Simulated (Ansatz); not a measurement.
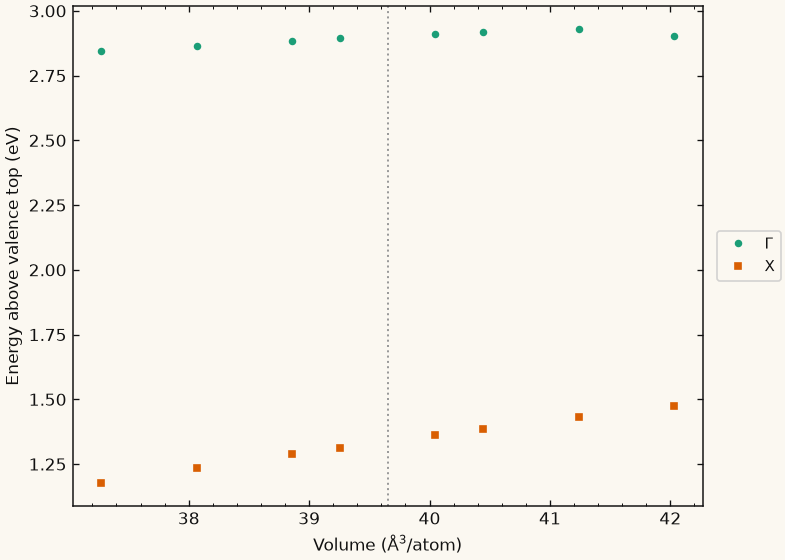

Lowest conduction level at Γ, counted from the valence-band top at Γ, and the lowest one over the whole k mesh, at X. One run is left out (dotted line).

System: rocksalt BaTe, space group Fm-3m, 2 atoms in the primitive cell. The cell is scaled uniformly. Method: PBEsol, all-electron LAPW, no spin polarisation, no spin-orbit coupling, 10×10×10 k mesh, Fermi-Dirac smearing of 0.05 eV (Ansatz 0.2.0).

```
       volume  Γ (eV)  X (eV)  pressure (GPa)
37.27 Å³/atom    2.84    1.18             4.7
38.07 Å³/atom    2.87    1.23             3.7
38.86 Å³/atom    2.88    1.29             2.8
39.26 Å³/atom    2.89    1.31             2.3
40.05 Å³/atom    2.91    1.36             1.5
40.44 Å³/atom    2.92    1.39             1.1
41.24 Å³/atom    2.93    1.43             0.5
42.03 Å³/atom    2.90    1.47            −0.2
```

> What does the missing run, at 39.65 Å³/atom, give?

Fits through the other points against the logarithm of the volume give 2.91 eV at Γ (a parabola) and 1.34 eV at X (a straight line). The run itself gives 2.90 and 1.34 eV, within 0.01 eV of the estimates.

> What is the deformation potential dE/d ln V?

A straight line against ln V has a slope of +2.5 eV at X. No slope is given for Γ, where the curve bends too much.

Spin-orbit coupling is left out, which matters for Ba and Te. LDA, GGA and most meta-GGA functionals understate gaps.
